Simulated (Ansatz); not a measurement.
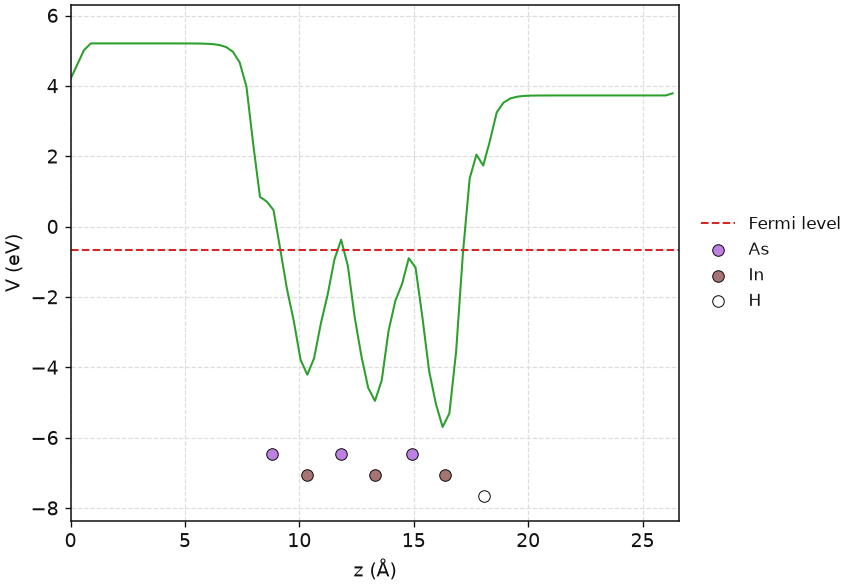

Plane-averaged electrostatic potential energy of an electron across the slab; circles at the bottom mark the heights of the atoms (positions after relaxation).

System: a (100) slab cut from InAs (F-43m), of composition In₃As₃H (not the bulk's), ended by In above and As below, 7 atoms in the cell. Starting structure of the relaxation:

```cif
data_structure
_symmetry_space_group_name_H-M 'P 1'
_symmetry_Int_Tables_number 1
_cell_length_a 4.3045
_cell_length_b 4.3045
_cell_length_c 26.6093
_cell_angle_alpha 90.000
_cell_angle_beta 90.000
_cell_angle_gamma 90.000
_cell_volume 493.03
loop_
_atom_site_label
_atom_site_type_symbol
_atom_site_fract_x
_atom_site_fract_y
_atom_site_fract_z
_atom_site_occupancy
As1 As 0.00000 0.50000 0.31944 1
In1 In 0.50000 0.50000 0.37663 1
As2 As 0.50000 0.00000 0.43382 1
In2 In 0.00000 0.00000 0.48944 1
As3 As 0.00000 0.50000 0.54821 1
In3 In 0.50000 0.50000 0.60748 1
H1 H 0.50000 0.50000 0.67287 1
```

Ansatz; DFT PBEsol, scalar-relativistic, plane waves, PAW, no spin polarisation, 7×7×1 k mesh, 420 eV cutoff.

### Read off the work function of each face.

The work function is 4.40 eV at the right face and 5.88 eV at the left.

### How thick are slab and vacuum?

The outermost atoms are 9.3 Å apart, which leaves 17.3 Å of vacuum in a cell 26.6 Å high.

### Do the two faces differ, and what does that say about the slab's dipole?

The vacuum level is 1.48 eV higher at the left than at the right, so the slab carries a dipole along its normal; the ramp in the vacuum, at or near the edge of the plot, is the dipole correction that keeps each side flat. Some atoms were held fixed in the relaxation, which can itself make the faces differ.
